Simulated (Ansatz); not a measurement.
SnO

```yaml
crystal:
  lattice:
    - [2.44897, -2.80162, 0.00000]
    - [2.44897, 2.80162, 0.00000]
    - [0.00000, 0.00000, 10.89300]
  atoms:
    - { symbol: Sn, position: [0.00001, 0.99999, 0.98997] }
    - { symbol: Sn, position: [0.99999, 0.00001, 0.48997] }
    - { symbol: Sn, position: [0.49987, 0.50013, 0.26702] }
    - { symbol: Sn, position: [0.50013, 0.49987, 0.76702] }
    - { symbol: O, position: [0.99998, 0.49998, 0.37850] }
    - { symbol: O, position: [0.00002, 0.50002, 0.87850] }
    - { symbol: O, position: [0.50002, 0.00002, 0.37850] }
    - { symbol: O, position: [0.49998, 0.99998, 0.87850] }
```

Space group Cmme; computed pressure about 5 GPa in this cell.

These are results of Ansatz, DFT, PBE, plane-wave PAW, default files, scalar-relativistic, not measurements.

### What will maps of the valence pseudo-density and electron localisation function show?

Sn–O (2.22 Å): ρ is about 0.47 e/Å³ halfway; the ELF peaks at about 0.85 in the valence shell of O, 0.6 Å from its nucleus, and is about 0.20 at the midpoint (no shared electron pair shows on this line).

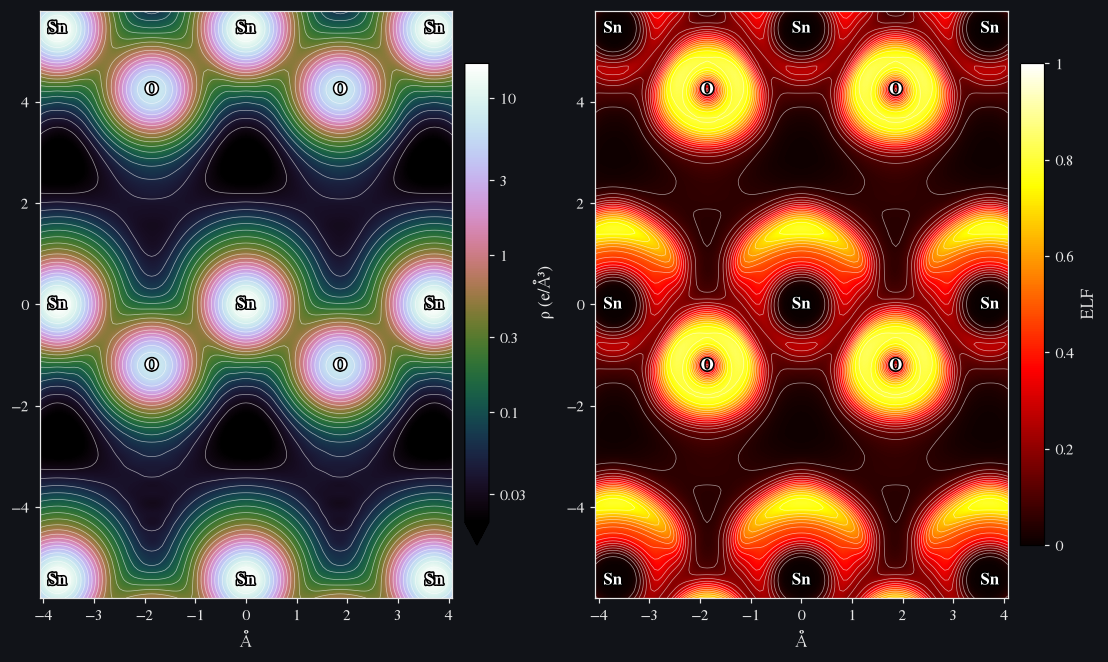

Computed valence pseudo-density and electron localisation function on the (100) plane of the calculation cell, in this order. 
